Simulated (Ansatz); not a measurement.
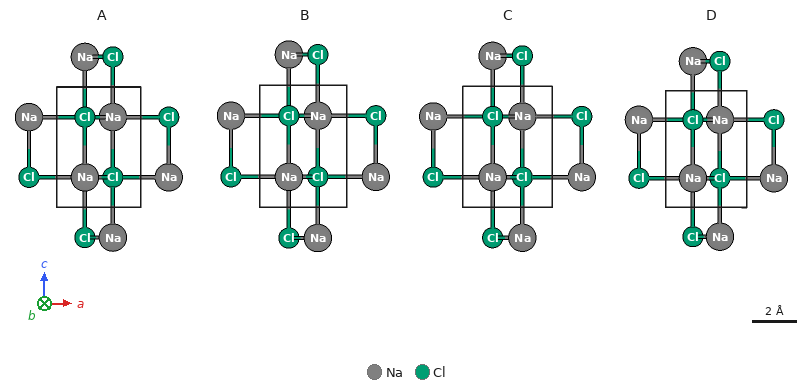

4 geometries from one relaxation of crystalline NaCl (built on the h-MgO (five-fold) type), in shuffled order. The picture is a ball-and-stick view of the cell of the calculation, seen along the b axis.

Level of theory: DFT, PBEsol, plane waves, PAW in Ansatz 0.2.0. (plane-wave cutoff 420 eV; k-point mesh 6 × 6 × 4; occupations fermi dirac; smearing width 0.03 eV; no spin polarisation; cell and atoms relaxed; force threshold 0.01 eV/Å; at most 120 steps)

> Order the frames from highest to lowest energy.

D, A, B, C. They are steps 0, 1, 2, 7, at +0.466 eV per cell of the calculation, +0.151 eV per cell of the calculation, +22.8 meV per cell of the calculation relative to the last. Over 5 accepted moves (7 points after the start) the energy falls by 0.466 eV per cell of the calculation. All forces vanish by symmetry, so only the cell relaxes. Pressure: 7.87 GPa at the start and 0.01 GPa at the end. The SCF was repeated twice at an unchanged geometry on a basis and grid sized afresh for the cell, which shifted the energy by 4.0 meV per cell of the calculation at most. The atoms keep their places relative to the cell (all moves are under 0.005 Å). The volume changes by +25.7 %, with a = b 4.290 → 4.722 Å (+10.1 %), c 5.363 → 5.564 Å (+3.7 %). Near-neighbour distances that change, for instance: Cl–Na 2.477 → 2.726 Å, Cl–Na 2.681 → 2.782 Å. The space group stays P6_3/mmc (No. 194). Cost: 9.1 s on 2 threads of Arm Neoverse V1, on a shared host, peak memory 0.36 GiB.
